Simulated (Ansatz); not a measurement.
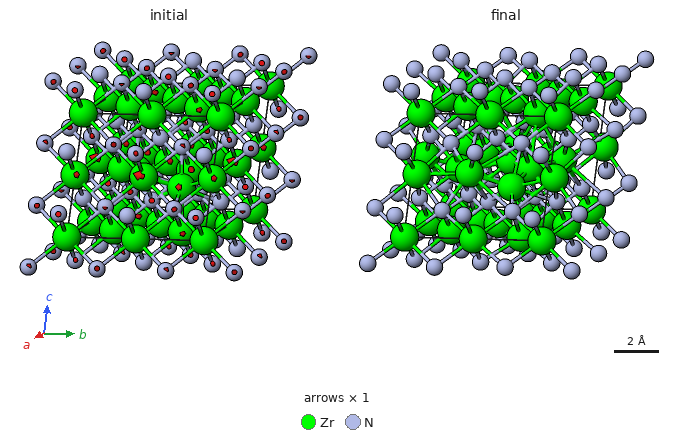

The structure of a defect cell of composition Zr9N8 before (left) and after (right) a relaxation, at one scale. The red arrows give the displacements, at their true length.

Style: ball-and-stick. Shown: the larger cell on standard axes (2 times the calculation's cell) (origin shifted), slightly off an axis.

Case: Zr interstitial, charge +0, atoms relaxed.

Method: DFT PBE, scalar-relativistic, plane waves, PAW in Ansatz.

The input:
```yaml
crystal:
  lattice:
    - [0.0, 4.5945978683, -4.5945978683]
    - [4.5945978683, 4.5945978683, 0.0]
    - [4.5945978683, 0.0, -4.5945978683]
  atoms:
    - { symbol: Zr, position: [0.25, 0.75, 0.25] }
    - { symbol: Zr, position: [0.25, 0.25, 0.25] }
    - { symbol: Zr, position: [0.75, 0.75, 0.25] }
    - { symbol: Zr, position: [0.75, 0.25, 0.25] }
    - { symbol: Zr, position: [0.25, 0.75, 0.75] }
    - { symbol: Zr, position: [0.25, 0.25, 0.75] }
    - { symbol: Zr, position: [0.75, 0.75, 0.75] }
    - { symbol: Zr, position: [0.75, 0.25, 0.75] }
    - { symbol: "N", position: [0.5, 0.5, 0.0] }
    - { symbol: "N", position: [0.5, 0.0, 0.0] }
    - { symbol: "N", position: [1.0, 0.5, 0.0] }
    - { symbol: "N", position: [1.0, 0.0, 0.0] }
    - { symbol: "N", position: [0.5, 0.5, 0.5] }
    - { symbol: "N", position: [0.5, 0.0, 0.5] }
    - { symbol: "N", position: [1.0, 0.5, 0.5] }
    - { symbol: "N", position: [1.0, 0.0, 0.5] }
    - { symbol: Zr, position: [0.8706362128, 0.3913068482, 0.8823413045] }
basis:
  ecutwfc: 420
  xc_grid: 2
kpoints:
  mp_grid: { grid: [4, 4, 4], shift: [0.0, 0.0, 0.0] }
hamiltonian:
  xc: pbe
scf:
  occupations: { method: gaussian, width: 0.1 }
output:
  forces: true
  stress: false
  eigenvalues: true
relax:
  adjacent_minimum: "off"
  f_tol: 0.02
  max_steps: 60
```

Launched with:
```bash
ansatz run input.yaml --threads 4 --pin off --max-ram 8192MiB --backend cpu --events-out ev --progress --plain --runs-dir out
```

What changed between the two?

Zr7 moves most: 0.58 Å along [1 −2 1]. Largest moves by element: Zr 0.58 Å, N 0.20 Å. The cell doesn't change. Among the contacts that change: Zr4–Zr7 3.249 → 3.987 Å, Zr4–Zr7 (another image) 3.249 → 2.532 Å, Zr7–N11 2.297 → 2.851 Å, Zr4–Zr17 1.954 → 2.414 Å. New bonds form: Zr4–Zr7 (3.25 → 2.53 Å), Zr6–Zr7 (3.25 → 2.53 Å), Zr7–Zr8 (3.25 → 2.53 Å). Among the angles between lasting bonds that change: Zr4–N14–Zr7 90.0° → 70.5°, Zr6–N14–Zr7 90.0° → 70.5°, Zr2–N14–Zr7 180.0° → 161.1°. After 10 accepted moves (12 points after the start) the energy has fallen by 13.988 eV per cell of the calculation. Largest force component: 14 eV/Å at the start, 0.018 eV/Å at the end. The line search rejected the trial steps at points 7, 11 of the run.

Limits of the set-up: the periodic images lie only 6.5 Å apart, so the values are limited by the cell's size.
